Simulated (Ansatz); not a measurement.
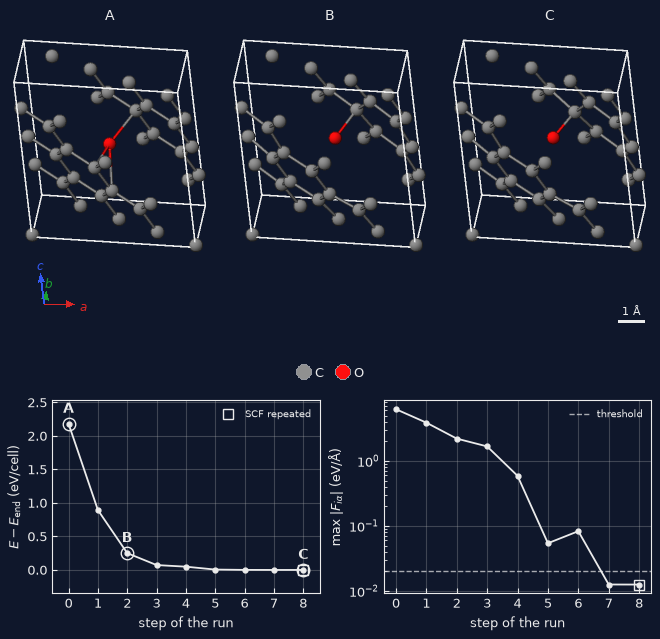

Frames of a relaxation of a defect cell of composition C32O, marked on the history of the run. Style: ball-and-stick. Shown: the cell of the calculation (origin shifted), from a free direction.

Case: O interstitial, charge +0, atoms relaxed. The atoms of the start lie slightly off their symmetric places, so part of the fall in energy undoes that.

Computed with DFT PBE+D3(BJ), scalar-relativistic, plane waves, PAW in Ansatz 0.2.0.

Input file:
```yaml
crystal:
  lattice:
    - [5.6709571555, 0.0, -3.4026574436]
    - [-2.867743478, -4.9298468454, -3.3594911955]
    - [-2.867743478, 4.9298468454, -3.3594911955]
  atoms:
    - { symbol: C, position: [0.4166287368, 0.0416286019, 0.5416286019] }
    - { symbol: C, position: [0.6666287368, 0.7916286019, 0.5416286019] }
    - { symbol: C, position: [0.9166287368, 0.5416286019, 0.5416286019] }
    - { symbol: C, position: [0.4166287368, 0.2916286019, 0.2916286019] }
    - { symbol: C, position: [0.1666287368, 0.2916286019, 0.5416286019] }
    - { symbol: C, position: [0.6666287368, 0.0416286019, 0.2916286019] }
    - { symbol: C, position: [0.9166287368, 0.7916286019, 0.2916286019] }
    - { symbol: C, position: [0.4166287368, 0.5416286019, 0.0416286019] }
    - { symbol: C, position: [0.1666287368, 0.5416286019, 0.2916286019] }
    - { symbol: C, position: [0.6666287368, 0.2916286019, 0.0416286019] }
    - { symbol: C, position: [0.9166287368, 0.0416286019, 0.0416286019] }
    - { symbol: C, position: [0.4166287368, 0.7916286019, 0.7916286019] }
    - { symbol: C, position: [0.1666287368, 0.7916286019, 0.0416286019] }
    - { symbol: C, position: [0.6666287368, 0.5416286019, 0.7916286019] }
    - { symbol: C, position: [0.9166287368, 0.2916286019, 0.7916286019] }
    - { symbol: C, position: [0.1666287368, 0.0416286019, 0.7916286019] }
    - { symbol: C, position: [0.5833712632, 0.9583713981, 0.4583713981] }
    - { symbol: C, position: [0.8333712632, 0.7083713981, 0.4583713981] }
    - { symbol: C, position: [0.0833712632, 0.4583713981, 0.4583713981] }
    - { symbol: C, position: [0.5833712632, 0.2083713981, 0.2083713981] }
    - { symbol: C, position: [0.3333712632, 0.2083713981, 0.4583713981] }
    - { symbol: C, position: [0.8333712632, 0.9583713981, 0.2083713981] }
    - { symbol: C, position: [0.0833712632, 0.7083713981, 0.2083713981] }
    - { symbol: C, position: [0.5833712632, 0.4583713981, 0.9583713981] }
    - { symbol: C, position: [0.3333712632, 0.4583713981, 0.2083713981] }
    - { symbol: C, position: [0.8333712632, 0.2083713981, 0.9583713981] }
    - { symbol: C, position: [0.0833712632, 0.9583713981, 0.9583713981] }
    - { symbol: C, position: [0.5833712632, 0.7083713981, 0.7083713981] }
    - { symbol: C, position: [0.3333712632, 0.7083713981, 0.9583713981] }
    - { symbol: C, position: [0.8333712632, 0.4583713981, 0.7083713981] }
    - { symbol: C, position: [0.0833712632, 0.2083713981, 0.7083713981] }
    - { symbol: C, position: [0.3333712632, 0.9583713981, 0.7083713981] }
    - { symbol: O, position: [0.9148767997, 0.7655615374, 0.7839110392] }
basis:
  ecutwfc: 420
  xc_grid: 2
kpoints:
  mp_grid: { grid: [2, 2, 2], shift: [0.5, 0.5, 0.5] }
hamiltonian:
  xc: pbe
  dispersion: d3bj
scf:
  occupations: { method: gaussian, width: 0.02 }
output:
  forces: true
  stress: false
  eigenvalues: true
  write_density: true
  write_potential: true
  elf: true
  volumetric_format: npy
relax:
  adjacent_minimum: "off"
  f_tol: 0.02
  max_steps: 60
```

Command:
```bash
ansatz run input.yaml --threads 4 --pin off --max-ram 10240MiB --backend cpu --events-out ev --progress --plain --runs-dir out
```

Q: What happens along the run?

A: O33 moves most: 0.35 Å roughly along [1 2 1]. By element the largest moves are O 0.35 Å, C 0.17 Å. The lattice vectors keep their values. Some distances before and after: C30–O33 2.037 → 2.521 Å, C3–O33 2.063 → 2.517 Å, C27–O33 1.812 → 1.398 Å, C11–C27 1.423 → 1.484 Å. Bond angles that change, for instance: C13–C27–O33 86.1° → 98.9°, C16–C27–O33 91.0° → 98.9°, C11–C27–O33 92.8° → 99.1°. After 7 accepted moves (8 points after the start) the energy has fallen by 2.181 eV per cell of the calculation. Largest force component: 6.3 eV/Å at the start, 0.013 eV/Å at the end. 1 step only repeated the SCF at the same geometry. The run took 23 s on 4 threads of Intel(R) Xeon(R) 6975P-C (Granite Rapids), with other jobs on the host, peak memory 0.86 GiB. From step 0 to 2: O33 moves most (0.32 Å), energy −1.930 eV per cell of the calculation. From step 2 to 8: O33 moves most (0.19 Å), energy −0.251 eV per cell of the calculation.

| step | E − E(0), meV/atom | largest force component, eV/Å | note |
| --- | --- | --- | --- |
| 0 | 0.00 | 6.2679 |  |
| 1 | -39.02 | 3.8948 |  |
| 2 | -58.49 | 2.2136 |  |
| 3 | -63.88 | 1.6780 |  |
| 4 | -64.62 | 0.5928 |  |
| 5 | -65.92 | 0.0544 |  |
| 6 | -66.07 | 0.0833 |  |
| 7 | -66.10 | 0.0126 |  |
| 8 | -66.10 | 0.0126 | same geometry, SCF repeated |

Limits of the set-up: the periodic images lie only 6.6 Å apart, so the values are limited by the cell's size.
